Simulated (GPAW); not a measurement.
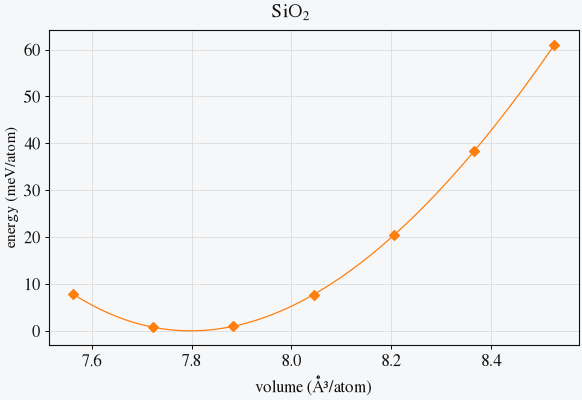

The picture above shows the energy against volume for SiO₂, space group P4_2/mnm (No. 136).

Structure:
```
CELL_PARAMETERS angstrom
4.23317 0.00000 0.00000
0.00000 4.23317 0.00000
0.00000 0.00000 2.69349
ATOMIC_POSITIONS crystal
Si 0.00000 0.00000 0.00000
Si 0.50000 0.50000 0.50000
O 0.80684 0.19316 0.50000
O 0.30684 0.30684 0.00000
O 0.19316 0.80684 0.50000
O 0.69316 0.69316 0.00000
```

Method: PAW DFT in plane waves, on a grid or in atomic orbitals, no spin polarisation; energies at scaled volumes of the given cell, shape and fractions fixed, counted from the fit's minimum, third-order Birch-Murnaghan fit (GPAW 26.7.0). Level: LDA.

- k mesh: 5×5×8
- occupations: Fermi–Dirac
- smearing width: 0.05 eV
- potentials: GPAW PAW data sets (gpaw data 1.2.1)
- wave cutoff: 800 eV
- program settings: basis pw

This calculation gives: equilibrium volume 7.80 Å³/atom and bulk modulus 336 GPa.

Now the level changes from LDA to PBE. How do these quantities change?

The equilibrium volume rises from 7.80 to 8.14 Å³/atom (+4.4 %) and the bulk modulus falls from 336 to 298 GPa (−11 %). As usual, the local density approximation binds more tightly than this gradient-corrected functional.

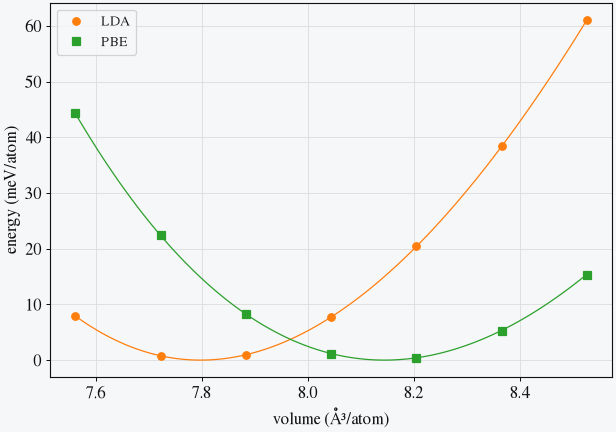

The two results together.

For both, limits of the calculation: shape and atomic fractions are frozen while scaling, which makes layered, chain and framework solids too stiff.

V0 and the bulk modulus come from third-order Birch–Murnaghan fits.
